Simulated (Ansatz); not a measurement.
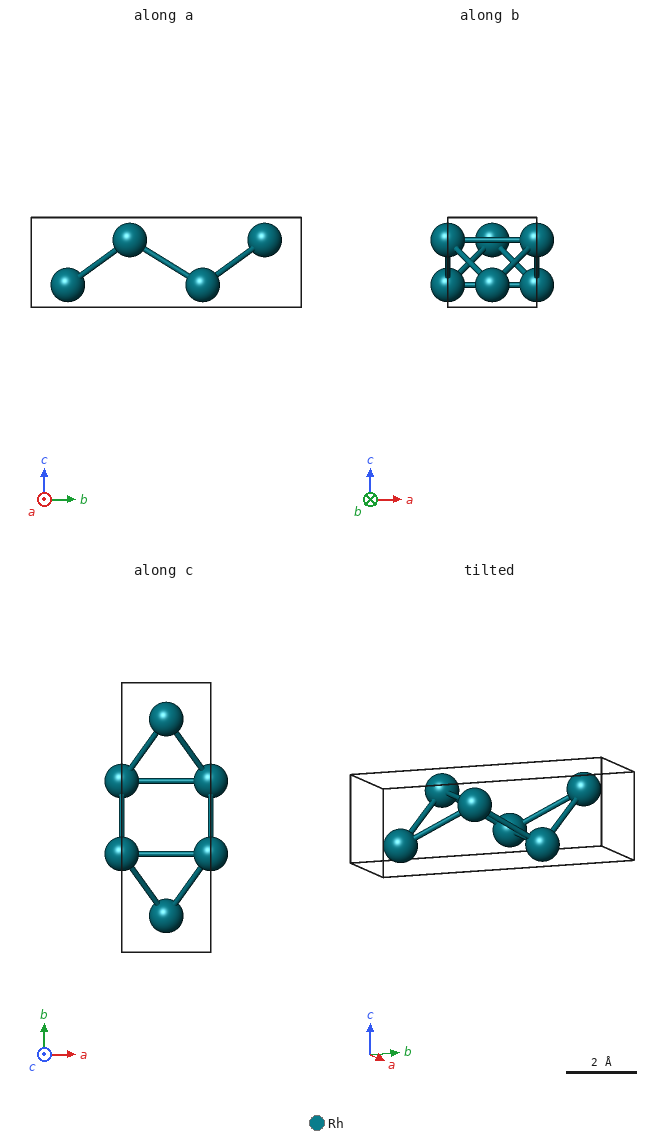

Ball-and-stick representation of a periodic structure, projected along the a axis, along the b axis, along the c axis and slightly off an axis. The conventional unit cell is drawn as a box.

Lattice parameters: a = 2.5745 Å, b = 7.8021 Å, c = 2.5993 Å, α = 90.000°, β = 90.000°, γ = 90.000°.

### Set out the cell and atoms as a CIF with its space group and independent sites, with free fractional coordinates to two decimals.

```cif
data_structure
_symmetry_space_group_name_H-M 'C m c m'
_symmetry_Int_Tables_number 63
_cell_length_a 2.5745
_cell_length_b 7.8021
_cell_length_c 2.5993
_cell_angle_alpha 90.000
_cell_angle_beta 90.000
_cell_angle_gamma 90.000
_cell_volume 52.21
loop_
_atom_site_label
_atom_site_type_symbol
_atom_site_symmetry_multiplicity
_atom_site_Wyckoff_symbol
_atom_site_fract_x
_atom_site_fract_y
_atom_site_fract_z
_atom_site_occupancy
Rh1 Rh 4 c 0.00 0.64 0.25 1
```

Origin of the cell: a structure type filled with this element by a generator (whether the element takes this form wasn't checked). Earlier steps of the study may have refined or changed the cell and positions. A calculation with Ansatz used it as input.

At this level of theory the cell isn't at rest (compressed, at 41 GPa), so its distances can differ from those at equilibrium, the more so the softer the solid.
